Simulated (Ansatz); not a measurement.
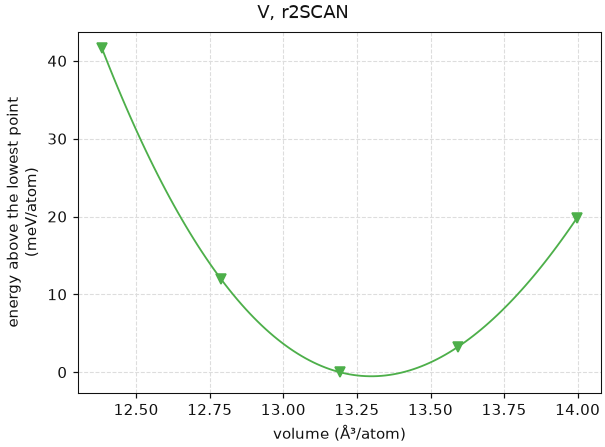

The figure shows the energy above the lowest point against volume for V, space group Im-3m (No. 229) (one of a set of cubic test structures, which need not be the stable phase).

Method: equation of state of a cubic crystal from periodic Kohn-Sham density functional theory without spin, third-order Birch-Murnaghan fit to the free energies; pressure corrected for the finite basis (Ansatz 0.2.0 development build). Level: r2SCAN.

- structure type: bcc
- atoms in cell: 1
- space group number: 229
- lattice centring: body-centred primitive
- k mesh: 16×16×16
- occupation method: Fermi–Dirac
- occupation width: 0.1 eV
- wave cutoff: 700 eV
- datasets: hard PAW
- density tolerance: 1e−09 eV
- bands: 11
- density cutoff ratio: 4
- search for lower states: default
- xc grid level: 2

From this curve and the settings, what does the calculation give for the pressure at the same points?

The pressure falls from 15.6 GPa at volume 12.38 Å³/atom to −9.0 GPa at 14.00 Å³/atom, and changes sign near 13.30 Å³/atom.

| volume (Å³/atom) | pressure (GPa) |
| --- | --- |
| 12.38 | 15.6 |
| 12.79 | 8.1 |
| 13.19 | 1.6 |
| 13.59 | −4.1 |
| 14.00 | −9.0 |

Keep in mind: pseudopotentials made with PBE, not this functional.
